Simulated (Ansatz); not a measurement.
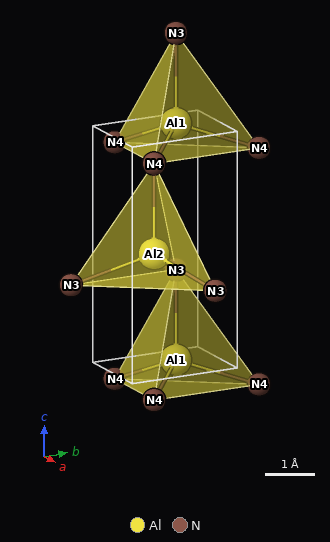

Fig. 1: The structure (polyhedral view of the cell of the calculation, seen slightly off an axis; polyhedra are completed across the faces of the cell; atoms are numbered from 1 in the order of the input). An atom can appear more than once, as a periodic image.

**AlN: one change and its effect**

System: AlN (4 atoms in the cell).
Method of run A: independent-particle optics of PBE bands, plane waves, PAW, no spin polarisation (Ansatz 0.2.0).

The structure was built on a prototype by a generator. The geometry comes from this level: r2SCAN. Text and figures count atoms from 1; the logs count them from 0 in places.

Input file, run A:
```yaml
crystal:
  lattice:
    - [3.1066937622, 0.0, 0.0]
    - [-1.5533468811, 2.6904757198, 0.0]
    - [0.0, 0.0, 4.978591553]
  atoms:
    - { symbol: Al, position: [0.3333333333, 0.6666666667, -0.0032954729] }
    - { symbol: Al, position: [0.6666666667, 0.3333333333, 0.4967045271] }
    - { symbol: "N", position: [0.3333333333, 0.6666666667, 0.3782954729] }
    - { symbol: "N", position: [0.6666666667, 0.3333333333, 0.8782954729] }
kpoints:
  mp_grid: { grid: [9, 9, 4] }
hamiltonian:
  xc: pbe
scf:
  occupations: { method: fixed }
output:
  optics:
    e_range: [0, 18]
    de: 0.05
    sigma: 0.1
    bands: { spectra_wanted_up_to: 18 }
  write_density: true
  write_potential: true
  elf: true
  volumetric_format: npy
```

Launched with:
```bash
ansatz run input.yaml --threads 4 --pin off --max-ram 3686MiB --backend cpu --events-out ev --progress --plain --runs-dir out
```

Hardware: 4 threads of Arm Neoverse V1, 24 GiB of memory available, shared host.

Output, shortened to warnings, some set-up lines, iterations and results (run A):
```
Basis set: ecut = 420 eV, 809 PW (Γ)
Symmetry: 12 space group operations
k-points: 36 of 324 (time reversal used)
Initial density: superposition of atomic densities (neutral atoms: chi_scale 0, normalization atom), corrected by the library's trained network
[...]
SCF iter   1: F=—  HF=-1848.493957 eV  |F-HF|=—  |Δ(HF+E_count)|=         —  Δρ=8.40e-4  dr2=1.47e-4  ethr=1.77e-3  ⟨swp⟩=4.8  Hψ=2379  notcnv=0  defer=64
SCF iter   2: F=—  HF=-1848.494274 eV  |F-HF|=—  |Δ(HF+E_count)|=   3.17e-4  Δρ=4.31e-4  dr2=2.35e-5  ethr=9.21e-7  ⟨swp⟩=2.2  Hψ=1075  notcnv=0  defer=72
SCF iter   3: F=—  HF=-1848.494336 eV  |F-HF|=—  |Δ(HF+E_count)|=   6.27e-5  Δρ=1.89e-4  dr2=5.60e-6  ethr=1.47e-7  ⟨swp⟩=2.0  Hψ=651  notcnv=0  defer=25
SCF iter   4: F=—  HF=-1848.494354 eV  |F-HF|=—  |Δ(HF+E_count)|=   1.82e-5  Δρ=1.53e-5  dr2=4.83e-8  ethr=3.50e-8  ⟨swp⟩=2.0  Hψ=720  notcnv=0  defer=5
SCF iter   5: F=—  HF=-1848.494357 eV  |F-HF|=—  |Δ(HF+E_count)|=   2.44e-6  Δρ=3.28e-6  dr2=1.83e-9  ethr=3.02e-10  ⟨swp⟩=2.7  Hψ=777  notcnv=0
SCF iter   6: F=—  HF=-1848.494357 eV  |F-HF|=—  |Δ(HF+E_count)|=   3.77e-9  Δρ=3.61e-7  dr2=2.81e-11  ethr=1.15e-11  ⟨swp⟩=2.2  Hψ=708  notcnv=0
SCF iter   7: F=-1848.494357 eV  HF=-1848.494357 eV  |F-HF|=4.55e-13  |Δ(HF+E_count)|=  3.77e-11  Δρ=6.08e-8  dr2=8.31e-13  ethr=1.00e-12  ⟨swp⟩=3.1  Hψ=1454  notcnv=0
SCF 1 converged in 7 iterations: F = -1848.494357 eV  dr2 = 8.31e-13
NSCF: frozen V_eff on 36 k-points
Optics k sum: 0 of 36 k-points
Optics k sum: 2 of 36 k-points
Optics k sum: 4 of 36 k-points
Optics k sum: 6 of 36 k-points
Optics k sum: 8 of 36 k-points
Optics k sum: 9 of 36 k-points
Optics k sum: 11 of 36 k-points
Optics k sum: 13 of 36 k-points
Optics k sum: 15 of 36 k-points
Optics k sum: 17 of 36 k-points
Optics k sum: 18 of 36 k-points
Optics k sum: 20 of 36 k-points
Optics k sum: 22 of 36 k-points
Optics k sum: 24 of 36 k-points
Optics k sum: 26 of 36 k-points
Optics k sum: 27 of 36 k-points
Optics k sum: 29 of 36 k-points
Optics k sum: 31 of 36 k-points
Optics k sum: 33 of 36 k-points
Optics k sum: 35 of 36 k-points
Optics k sum: 36 of 36 k-points
Optics k sum: 0 of 36 k-points
Optics k sum: 2 of 36 k-points
Optics k sum: 4 of 36 k-points
Optics k sum: 6 of 36 k-points
Optics k sum: 8 of 36 k-points
Optics k sum: 9 of 36 k-points
Optics k sum: 11 of 36 k-points
Optics k sum: 13 of 36 k-points
Optics k sum: 15 of 36 k-points
Optics k sum: 17 of 36 k-points
Optics k sum: 18 of 36 k-points
Optics k sum: 20 of 36 k-points
Optics k sum: 22 of 36 k-points
Optics k sum: 24 of 36 k-points
Optics k sum: 26 of 36 k-points
Optics k sum: 27 of 36 k-points
Optics k sum: 29 of 36 k-points
Optics k sum: 31 of 36 k-points
Optics k sum: 33 of 36 k-points
Optics k sum: 35 of 36 k-points
Optics k sum: 36 of 36 k-points
NSCF: frozen V_eff on 1 k-points
NSCF: frozen V_eff on 1 k-points
[...]
```

For run B the input was changed thus:
```diff
-  xc: pbe
+  xc: r2scan
```

How does run B compare with run A?

The total energies belong to different methods, so their difference says nothing on which is more stable or more accurate. The gap on the mesh goes from 4.23 to 4.88 eV. The functional changes from PBE to r2SCAN. The SCF takes 9 iterations against 7. The default cutoff goes from 420 to 500 eV with the change. The plane waves at Γ go from 809 to 1087.

Output, shortened to warnings, some set-up lines, iterations and results (run B):
```
Basis set: ecut = 500 eV, 1087 PW (Γ), exchange–correlation on 96×96×160 points (64 copies of the dense FFT grid, shifted against one another)
Symmetry: 12 space group operations
k-points: 36 of 324 (time reversal used)
Initial density: superposition of atomic densities (neutral atoms: chi_scale 0, normalization atom), corrected by the library's trained network
[...]
SCF iter   1: F=—  HF=-1856.828089 eV  |F-HF|=—  |Δ(HF+E_count)|=         —  Δρ=6.56e-3  dr2=1.75e-2  dr2_τ=3.14e-1  ethr=1.77e-3  ⟨swp⟩=5.0  Hψ=2412  notcnv=0  defer=70
SCF iter   2: F=—  HF=-1856.970729 eV  |F-HF|=—  |Δ(HF+E_count)|=   1.43e-1  Δρ=4.50e-3  dr2=3.80e-3  dr2_τ=2.90e-4  ethr=1.10e-4  ⟨swp⟩=2.9  Hψ=1139  notcnv=0  defer=72
SCF iter   3: F=—  HF=-1856.970403 eV  |F-HF|=—  |Δ(HF+E_count)|=   3.26e-4  Δρ=6.67e-4  dr2=1.36e-4  dr2_τ=5.96e-5  ethr=2.38e-5  ⟨swp⟩=2.0  Hψ=504  notcnv=0  defer=72
SCF iter   4: F=—  HF=-1856.970391 eV  |F-HF|=—  |Δ(HF+E_count)|=   1.20e-5  Δρ=1.87e-4  dr2=1.53e-5  dr2_τ=9.04e-7  ethr=8.52e-7  ⟨swp⟩=2.1  Hψ=679  notcnv=0  defer=71
SCF iter   5: F=—  HF=-1856.970386 eV  |F-HF|=—  |Δ(HF+E_count)|=   5.00e-6  Δρ=4.71e-5  dr2=1.09e-6  dr2_τ=1.10e-7  ethr=9.58e-8  ⟨swp⟩=2.0  Hψ=707  notcnv=0  defer=4
SCF iter   6: F=—  HF=-1856.970387 eV  |F-HF|=—  |Δ(HF+E_count)|=   8.54e-7  Δρ=2.24e-5  dr2=2.47e-7  dr2_τ=4.65e-9  ethr=6.82e-9  ⟨swp⟩=2.0  Hψ=687  notcnv=0
SCF iter   7: F=—  HF=-1856.970387 eV  |F-HF|=—  |Δ(HF+E_count)|=   2.59e-8  Δρ=6.19e-6  dr2=1.88e-8  dr2_τ=4.18e-10  ethr=1.55e-9  ⟨swp⟩=2.0  Hψ=694  notcnv=0
SCF iter   8: F=—  HF=-1856.970387 eV  |F-HF|=—  |Δ(HF+E_count)|=   2.72e-9  Δρ=8.54e-7  dr2=3.56e-10  dr2_τ=7.86e-12  ethr=1.18e-10  ⟨swp⟩=2.2  Hψ=648  notcnv=0
SCF iter   9: F=-1856.970387 eV  HF=-1856.970387 eV  |F-HF|=1.14e-12  |Δ(HF+E_count)|=  5.71e-11  Δρ=7.59e-8  dr2=2.82e-12  dr2_τ=8.72e-14  ethr=1.00e-12  ⟨swp⟩=3.2  Hψ=2062  …
SCF 1 converged in 9 iterations: F = -1856.970387 eV  dr2 = 2.82e-12
NSCF: frozen V_eff on 36 k-points
Optics k sum: 0 of 36 k-points
Optics k sum: 2 of 36 k-points
Optics k sum: 4 of 36 k-points
Optics k sum: 6 of 36 k-points
Optics k sum: 8 of 36 k-points
Optics k sum: 9 of 36 k-points
Optics k sum: 11 of 36 k-points
Optics k sum: 13 of 36 k-points
Optics k sum: 15 of 36 k-points
Optics k sum: 17 of 36 k-points
Optics k sum: 18 of 36 k-points
Optics k sum: 20 of 36 k-points
Optics k sum: 22 of 36 k-points
Optics k sum: 24 of 36 k-points
Optics k sum: 26 of 36 k-points
Optics k sum: 27 of 36 k-points
Optics k sum: 29 of 36 k-points
Optics k sum: 31 of 36 k-points
Optics k sum: 33 of 36 k-points
Optics k sum: 35 of 36 k-points
Optics k sum: 36 of 36 k-points
Optics k sum: 0 of 36 k-points
Optics k sum: 2 of 36 k-points
Optics k sum: 4 of 36 k-points
Optics k sum: 6 of 36 k-points
Optics k sum: 8 of 36 k-points
Optics k sum: 9 of 36 k-points
Optics k sum: 11 of 36 k-points
Optics k sum: 13 of 36 k-points
Optics k sum: 15 of 36 k-points
Optics k sum: 17 of 36 k-points
Optics k sum: 18 of 36 k-points
Optics k sum: 20 of 36 k-points
Optics k sum: 22 of 36 k-points
Optics k sum: 24 of 36 k-points
Optics k sum: 26 of 36 k-points
Optics k sum: 27 of 36 k-points
Optics k sum: 29 of 36 k-points
Optics k sum: 31 of 36 k-points
Optics k sum: 33 of 36 k-points
Optics k sum: 35 of 36 k-points
Optics k sum: 36 of 36 k-points
NSCF: frozen V_eff on 1 k-points
NSCF: frozen V_eff on 1 k-points
[...]
```

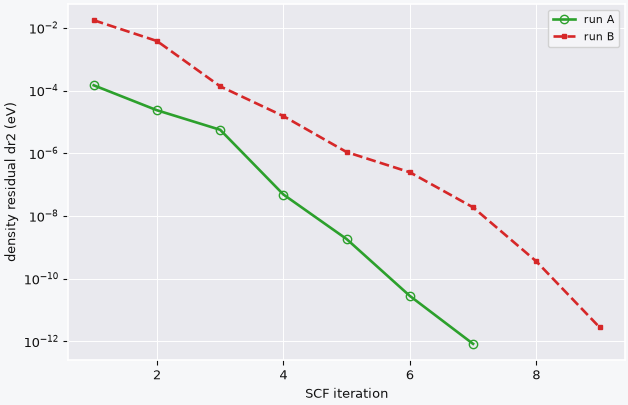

Fig. 2: Convergence of the two runs: density residual dr2 against the SCF iteration. Run A takes 7 iterations in all, and run B takes 9.

The two runs side by side:

| quantity | run A | run B |
| --- | --- | --- |
| outcome | converged | converged |
| free energy per atom (eV) | −462.1236 | −464.2426 |
| gap on the mesh (eV) | 4.23 | 4.88 |
| SCF iterations | 7 | 9 |
| irreducible k-points | 36 | 36 |
| plane waves at Γ | 809 | 1087 |
| wall time (shared host) | 15 s | 20 s |
